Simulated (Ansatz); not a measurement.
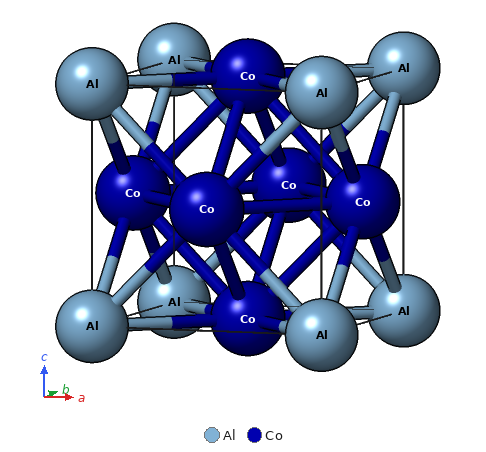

An orthographic ball-and-stick view of the structure, slightly off an axis. The edges of the conventional unit cell are marked. Cell: a = 3.53 Å, b = 3.53 Å, c = 3.53 Å, α = 90.00°, β = 90.00°, γ = 90.00°.

Origin of the cell: a structure listed in the Materials Project. Earlier steps of the study may have refined or changed the cell and positions. Ansatz was used for an electronic-structure calculation on it.

Question: What structure is drawn here?

Answer: The solid is AlCo₃. It is primitive cubic, space group Pm-3m (No. 221). The arrangement is known as Cu₃Au (L1₂) type. Counting shared atoms by their share gives 1 Al, 3 Co, or 4 atoms. Each Al atom is coordinated by twelve Co in a cuboctahedral arrangement at about 2.5 Å. The coordination shell of Co holds eight Co and four Al in a cuboctahedral arrangement (about 2.5 Å to Co, 2.5 Å to Al). The bonds build a three-dimensional framework.

Method used: DFT PBEsol, scalar-relativistic, plane waves, PAW (Ansatz 0.2.0). It ran with plane-wave cutoff 420 eV, k-points on a 12×12×12 grid, Gaussian smearing of 0.1 eV, collinear spins.

Question: Which atoms carry magnetic moments in this run, and how do they order?

Answer: The state reached is ferromagnetic. Sizes: Co 1.3 μB; net moment 3.8 μB in the run's cell of 4 atoms.

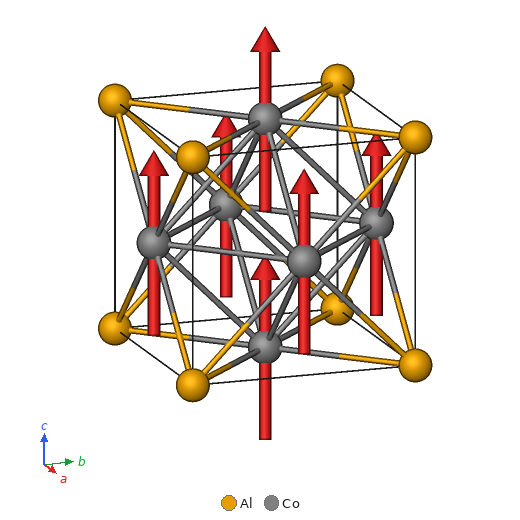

Site moments above 0.25 μB as arrows, small induced ones on non-metal atoms left out (red along the largest or up, blue against, purple across). The run's cell of 4 atoms is drawn.

Question: How large a gap does the method give, if there is one?

Answer: A metal: bands cross the Fermi level.

Question: What net charge does each kind of atom have (Bader)?

Answer: Al +1.92 e; Co -0.64 e.

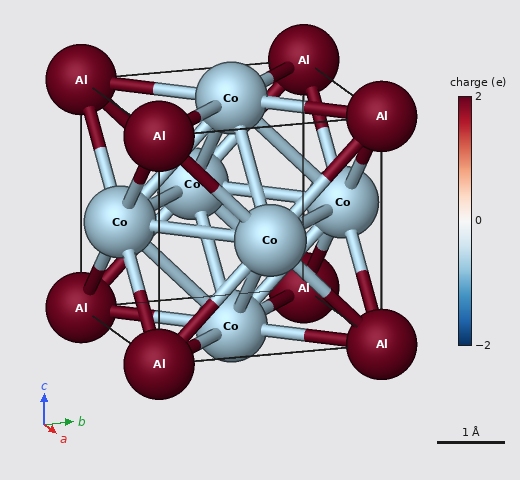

The atoms coloured by those charges. The run's cell of 4 atoms is drawn.

Question: Is the structure relaxed at this level of theory?

Answer: Yes. All forces vanish to within 0.01 eV/Å. The pressure is 0.0 GPa, close to zero.
